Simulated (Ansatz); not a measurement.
**Geometry relaxation of Si$_{2}$C$_{3}$ (part 2 of 2)**

Si$_{2}$C$_{3}$ (P-6m2, 10 atoms in the cell); DFT PBE, scalar-relativistic, plane waves, PAW, no spin polarisation (Ansatz 0.2.0); cutoff 420 eV, 18×18×4 k-mesh, Gaussian smearing of 0.1 eV. The structure was made by a generator, so it may or may not be a known phase.

Geometry of the input (Å; fractional positions):
```
2.7820  0.0000  0.0000
-1.3910  2.4093  0.0000
0.0000  0.0000  13.8633
Si 0.3333  0.6667  0.0000
Si 0.3333  0.6667  0.3509
Si 0.3333  0.6667  0.6491
Si 0.6667  0.3333  0.5000
C  0.3333  0.6667  0.1414
C  0.3333  0.6667  0.8586
C  0.6667  0.3333  0.1780
C  0.6667  0.3333  0.2895
C  0.6667  0.3333  0.7105
C  0.6667  0.3333  0.8220
```

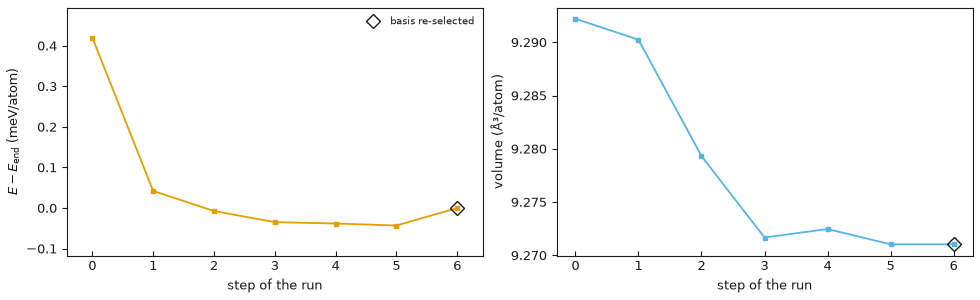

**Figure 1.** Progress of the relaxation, step by step (the first geometry is step 0 here and step 1 in the log).

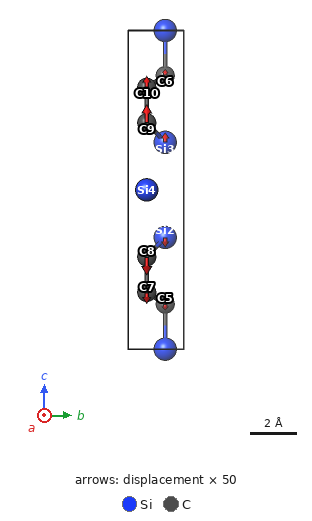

**Figure 2.** The starting structure with the displacements (without the part carried along by the change of the cell) as red arrows, magnified 50 times (ball-and-stick view of the cell of the calculation, along the a axis). The largest moves relative to the cell, 0.016 Å, are those of C8 and C9. Largest moves by element: C 0.016 Å, Si 0.009 Å. The drawn cell changes as follows: a = b 2.782 → 2.774 Å (−0.3 %), c 13.863 → 13.908 Å (+0.3 %); the volume changes by −0.2 %. Distances before and after: C5–C7 1.685 → 1.680 Å. The space group stays P-6m2 (No. 187). The energy falls by 0.5 meV per atom in 5 geometry steps. The largest force component goes from 0.1 to 0.0023 eV/Å. The pressure goes from −0.27 to −0.01 GPa. A last SCF at the same geometry on a re-selected plane-wave basis shifts the energy by +0.0 meV per atom. (Atoms are counted from 1 in the order of the input.)

```
basis re-selected at this cell: Δ(F+E_penalty+E_count) = +4.296e-4 eV, ΔP = -0.006 GPa vs the last step (what re-selecting the basis moved, of the pressure what is left beyond the Pulay correction that the steps carried, after the strain that the cell walked since its last selection, with what the two solves' SCF thresholds leave and, on support functions, any second-order correction that the steps lacked; it is no measure of the basis error at this ecutwfc). This SCF's stress stands 1.55e-2 GPa from its target on what of the cell is left free (relax.cell.stress_tol is 5.00e-2 GPa) and its largest allowed force component is 2.27e-3 eV/Å (relax.f_tol is 1.00e-2 eV/Å): within both
SCF converged after 6 iterations
Free energy (F): -4042.036615 eV
Harris-Foulkes:  -4042.036615 eV  (|F-HF|=4.55e-13)
Internal energy: -4042.024438 eV  (E = F + TS)
E sigma→0 (E₀):  -4042.030527 eV
Entropy (-TS):   -0.012177 eV (-1.218 meV/atom)
Fermi energy:    11.267440 eV
--- Per-component energies (eV) ---
  E_band       = 157.433472
  E_kinetic    = 709.385471
  E_local      = -834.098832  (includes V_loc(G=0)·N_el)
  E_nonlocal   = 261.130423
  E_hartree    = 309.982306
  E_xc         = -514.583238
  E_vxc        = -552.004342  (∫ρ·V_xc dr)
  E_paw        = -2644.073150  (= ΣΔE_a)
  E_vpaw       = -46.943941  (= ΣTr[D̂ρ^β])
  E_aug_tail   = 0.000069  (compensation charges beyond the density's cutoff)
  E_ewald      = -1329.767488
  E_smearing   = -0.012177  (= −TS)
  E_closure    = 0.000000  (closes the sum)
  Σ components = -4042.036615   (vs F -4042.036615, Δ=0.00e0)
--- Forces (eV/Å), atoms counted from 1 ---
  atom   1  Si     0.00000000     0.00000000     0.00000000
  atom   2  Si     0.00000000     0.00000000     0.00040645
  atom   3  Si     0.00000000     0.00000000    -0.00040645
  atom   4  Si     0.00000000    -0.00000000     0.00000000
  atom   5  C     -0.00000000     0.00000000    -0.00226524
  atom   6  C      0.00000000     0.00000000     0.00226524
  atom   7  C     -0.00000000    -0.00000000     0.00039343
  atom   8  C     -0.00000000     0.00000000    -0.00008725
  atom   9  C     -0.00000000     0.00000000     0.00008725
  atom  10  C     -0.00000000    -0.00000000    -0.00039343
  max |Σ_I F_I| component: 1.02e-16 eV/Å
--- Stress (GPa, compression-positive) ---
       -0.015475      -0.000000       0.000000
        0.000000      -0.015475       0.000000
        0.000000       0.000000       0.007766
  P = ⅓ Tr σ = -0.0077 GPa (-0.077 kbar)
--- Band table (eV; the first three rows and the last of 111) ---
  k-point 0: bands = ["-7.1701", "-7.0683", "-4.7513", "-4.2591", "-1.8942", "0.1984", "0.6112", "4.1887", "4.9099", "8.5342", "8.5342", "8.5476", "8.5476", "8.7743", "10.8454", "11.5942", "11.5942", "11.6146", "11.6146", "13.1795", "15.8125", "15.8424", "16.4434", "16.4434", "16.6174", "16.6174", "17.7115", "19.0603", "19.2630", "19.2630"]
  k-point 1: bands = ["-7.1629", "-7.0770", "-4.6955", "-4.3398", "-1.7325", "-0.3998", "1.3208", "3.4015", "5.6961", "8.2592", "8.5346", "8.5346", "8.5477", "8.5477", "11.3355", "11.5973", "11.5973", "11.6121", "11.6121", "12.9356", "15.7971", "15.8505", "16.4510", "16.4510", "16.6096", "16.6096", "17.7285", "19.0691", "19.2697", "19.2697"]
  k-point 2: bands = ["-7.1538", "-7.0875", "-4.5933", "-4.4656", "-1.4800", "-0.8363", "2.0678", "2.5983", "6.3696", "7.6550", "8.5348", "8.5348", "8.5475", "8.5475", "11.6021", "11.6021", "11.6073", "11.6073", "11.9663", "12.4777", "15.7857", "15.8550", "16.4595", "16.4595", "16.6002", "16.6002", "17.7450", "19.0772", "19.2765", "19.2765"]
  k-point 110: bands = ["-2.4081", "-2.4026", "-0.8848", "-0.7051", "0.9518", "0.9897", "2.6972", "2.7613", "3.3312", "3.4082", "4.7132", "4.7957", "4.9586", "5.0161", "5.9117", "5.9982", "7.4443", "7.7544", "8.0736", "9.0901", "9.5102", "10.2164", "11.6992", "12.3286", "15.0371", "15.1697", "16.1405", "17.6226", "17.9673", "19.8615"]
--- Relaxed structure (6 steps of the walk, 6 accepted, 1 SCFs on fresh bases) ---
  F+E_penalty+E_count = -4042.03661550 eV   max|allowed force component| = 2.265e-3 eV/Å   (the final SCF, on the basis selected at the relaxed cell)
  cell:  # Å, volume = 92.7103 Å³
    - [2.774375877365581, 2.878805623489767e-11, 0.0]
    - [-1.3871879387077217, 2.4026799894309394, 0.0]
    - [0.0, 0.0, 13.908069228245024]
  atoms:
    - { symbol: Si, position: [0.3333333333333333, 0.6666666666666667, 4.7608433895454717e-20] }
    - { symbol: Si, position: [0.3333333333333333, 0.6666666666666667, 0.3502461752701645] }
    - { symbol: Si, position: [0.3333333333333333, 0.6666666666666667, 0.6497538247298354] }
    - { symbol: Si, position: [0.6666666666666666, 0.33333333333333337, 0.5] }
    - { symbol: C, position: [0.3333333333333333, 0.6666666666666667, 0.1409806948194741] }
    - { symbol: C, position: [0.3333333333333333, 0.6666666666666667, 0.8590193051805258] }
    - { symbol: C, position: [0.6666666666666666, 0.33333333333333337, 0.17731975483187284] }
    - { symbol: C, position: [0.6666666666666666, 0.33333333333333337, 0.2883367553045771] }
    - { symbol: C, position: [0.6666666666666666, 0.33333333333333337, 0.711663244695423] }
    - { symbol: C, position: [0.6666666666666666, 0.33333333333333337, 0.8226802451681271] }
```

### Trajectory as extended XYZ (Å, eV, eV/Å), 7 frames, from step=1 to step=7
```
10
Lattice="2.7820 0.0000 0.0000 -1.3910 2.4093 0.0000 0.0000 0.0000 13.8633" Properties=species:S:1:pos:R:3:forces:R:3 step=1 energy=-4042.03241 pressure_GPa=-0.27
Si    0.0000    1.6062    0.0000    0.0000   0.0000   0.0000
Si    0.0000    1.6062    4.8643    0.0000   0.0000  -0.0419
Si    0.0000    1.6062    8.9990    0.0000   0.0000   0.0419
Si    1.3910    0.8031    6.9316    0.0000   0.0000   0.0000
C     0.0000    1.6062    1.9601    0.0000   0.0000   0.0408
C     0.0000    1.6062   11.9031    0.0000   0.0000  -0.0408
C     1.3910    0.8031    2.4683    0.0000   0.0000  -0.0423
C     1.3910    0.8031    4.0136    0.0000   0.0000  -0.1048
C     1.3910    0.8031    9.8496    0.0000   0.0000   0.1048
C     1.3910    0.8031   11.3949    0.0000   0.0000   0.0423
10
Lattice="2.7777 0.0000 0.0000 -1.3888 2.4055 0.0000 0.0000 0.0000 13.9037" Properties=species:S:1:pos:R:3:forces:R:3 step=2 energy=-4042.03619 pressure_GPa=-0.22
Si    0.0000    1.6037    0.0000    0.0000   0.0000   0.0000
Si    0.0000    1.6037    4.8661    0.0000   0.0000   0.0209
Si    0.0000    1.6037    9.0376    0.0000   0.0000  -0.0209
Si    1.3888    0.8018    6.9518    0.0000   0.0000   0.0000
C     0.0000    1.6037    1.9590    0.0000   0.0000   0.0409
C     0.0000    1.6037   11.9446    0.0000   0.0000  -0.0409
C     1.3888    0.8018    2.4662    0.0000   0.0000  -0.0304
C     1.3888    0.8018    4.0108    0.0000   0.0000  -0.0237
C     1.3888    0.8018    9.8928    0.0000   0.0000   0.0237
C     1.3888    0.8018   11.4375    0.0000   0.0000   0.0304
10
Lattice="2.7761 0.0000 0.0000 -1.3881 2.4042 0.0000 0.0000 0.0000 13.9030" Properties=species:S:1:pos:R:3:forces:R:3 step=3 energy=-4042.03669 pressure_GPa=-0.02
Si    0.0000    1.6028    0.0000    0.0000   0.0000   0.0000
Si    0.0000    1.6028    4.8655    0.0000   0.0000   0.0263
Si    0.0000    1.6028    9.0374    0.0000   0.0000  -0.0263
Si    1.3881    0.8014    6.9515    0.0000   0.0000   0.0000
C     0.0000    1.6028    1.9592    0.0000   0.0000  -0.0008
C     0.0000    1.6028   11.9438    0.0000   0.0000   0.0008
C     1.3881    0.8014    2.4643    0.0000   0.0000   0.0046
C     1.3881    0.8014    4.0088    0.0000   0.0000  -0.0089
C     1.3881    0.8014    9.8942    0.0000   0.0000   0.0089
C     1.3881    0.8014   11.4387    0.0000   0.0000  -0.0046
10
Lattice="2.7745 0.0000 0.0000 -1.3873 2.4028 0.0000 0.0000 0.0000 13.9074" Properties=species:S:1:pos:R:3:forces:R:3 step=4 energy=-4042.03696 pressure_GPa=0.08
Si    0.0000    1.6019    0.0000    0.0000   0.0000   0.0000
Si    0.0000    1.6019    4.8685    0.0000   0.0000   0.0245
Si    0.0000    1.6019    9.0389    0.0000   0.0000  -0.0245
Si    1.3873    0.8009    6.9537    0.0000   0.0000   0.0000
C     0.0000    1.6019    1.9598    0.0000   0.0000   0.0097
C     0.0000    1.6019   11.9476    0.0000   0.0000  -0.0097
C     1.3873    0.8009    2.4653    0.0000   0.0000   0.0029
C     1.3873    0.8009    4.0100    0.0000   0.0000  -0.0229
C     1.3873    0.8009    9.8974    0.0000   0.0000   0.0229
C     1.3873    0.8009   11.4421    0.0000   0.0000  -0.0029
10
Lattice="2.7745 0.0000 0.0000 -1.3873 2.4028 0.0000 0.0000 0.0000 13.9087" Properties=species:S:1:pos:R:3:forces:R:3 step=5 energy=-4042.03700 pressure_GPa=0.00
Si    0.0000    1.6019    0.0000    0.0000   0.0000   0.0000
Si    0.0000    1.6019    4.8702    0.0000   0.0000   0.0090
Si    0.0000    1.6019    9.0385    0.0000   0.0000  -0.0090
Si    1.3873    0.8009    6.9543    0.0000   0.0000   0.0000
C     0.0000    1.6019    1.9603    0.0000   0.0000   0.0023
C     0.0000    1.6019   11.9484    0.0000   0.0000  -0.0023
C     1.3873    0.8009    2.4656    0.0000   0.0000   0.0080
C     1.3873    0.8009    4.0102    0.0000   0.0000  -0.0101
C     1.3873    0.8009    9.8985    0.0000   0.0000   0.0101
C     1.3873    0.8009   11.4431    0.0000   0.0000  -0.0080
10
Lattice="2.7744 0.0000 0.0000 -1.3872 2.4027 0.0000 0.0000 0.0000 13.9081" Properties=species:S:1:pos:R:3:forces:R:3 step=6 energy=-4042.03705 pressure_GPa=-0.00
Si    0.0000    1.6018    0.0000    0.0000   0.0000   0.0000
Si    0.0000    1.6018    4.8712    0.0000   0.0000   0.0003
Si    0.0000    1.6018    9.0368    0.0000   0.0000  -0.0003
Si    1.3872    0.8009    6.9540    0.0000   0.0000   0.0000
C     0.0000    1.6018    1.9608    0.0000   0.0000  -0.0022
C     0.0000    1.6018   11.9473    0.0000   0.0000   0.0022
C     1.3872    0.8009    2.4662    0.0000   0.0000   0.0006
C     1.3872    0.8009    4.0102    0.0000   0.0000  -0.0002
C     1.3872    0.8009    9.8979    0.0000   0.0000   0.0002
C     1.3872    0.8009   11.4419    0.0000   0.0000  -0.0006
10
Lattice="2.7744 0.0000 0.0000 -1.3872 2.4027 0.0000 0.0000 0.0000 13.9081" Properties=species:S:1:pos:R:3:forces:R:3 step=7 energy=-4042.03661 pressure_GPa=-0.01
Si    0.0000    1.6018    0.0000    0.0000   0.0000   0.0000
Si    0.0000    1.6018    4.8712    0.0000   0.0000   0.0004
Si    0.0000    1.6018    9.0368    0.0000   0.0000  -0.0004
Si    1.3872    0.8009    6.9540    0.0000   0.0000   0.0000
C     0.0000    1.6018    1.9608    0.0000   0.0000  -0.0023
C     0.0000    1.6018   11.9473    0.0000   0.0000   0.0023
C     1.3872    0.8009    2.4662    0.0000   0.0000   0.0004
C     1.3872    0.8009    4.0102    0.0000   0.0000  -0.0001
C     1.3872    0.8009    9.8979    0.0000   0.0000   0.0001
C     1.3872    0.8009   11.4419    0.0000   0.0000  -0.0004
```

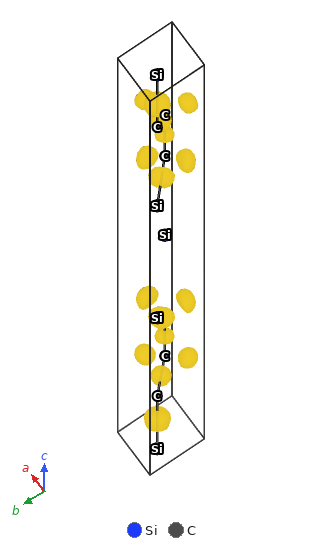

**Figure 3.** Isosurface of the ELF at 0.85 (yellow), seen at an oblique angle. Core shells and regions of very low density are left out. Sticks mark near contacts. The outline is the cell set on symmetry axes. Si–C (1.82 Å): the ELF peaks at about 0.90 between the atoms, which marks a covalent bond. Core electrons are frozen (PAW), so the fields are smoothed inside the atomic spheres.

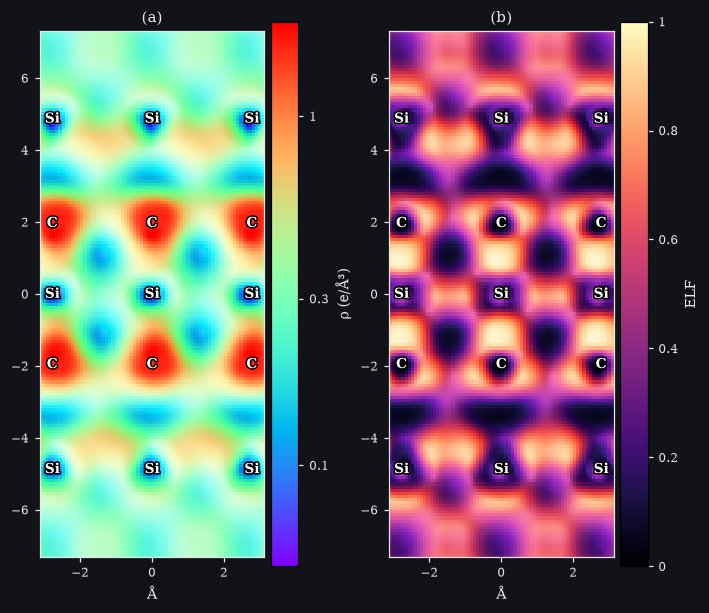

**Figure 4.** (a) valence charge density (pseudo); (b) electron localisation function on the (010) plane of the conventional cell. Atoms in the plane: Si and C. Away from the nuclei the density in this plane falls to 0.11 e/Å³ at its lowest.

### Key numbers

```tsv
quantity	value
outcome	converged
space group (tolerance 0.01 Å)	P-6m2 (187)
electrons treated	40
free energy	−4042.0366 eV
Fermi energy	11.267 eV
gap on the k-point mesh	none (metallic)
pressure	−0.01 GPa
final volume	92.71 Å³
largest force (length of the vector) at the end	0.002 eV/Å
final cell	a = 2.774 Å, b = 2.774 Å, c = 13.908 Å, α = 90.00°, β = 90.00°, γ = 120.00°
wall time	6.1 min
peak memory	0.55 GiB
```
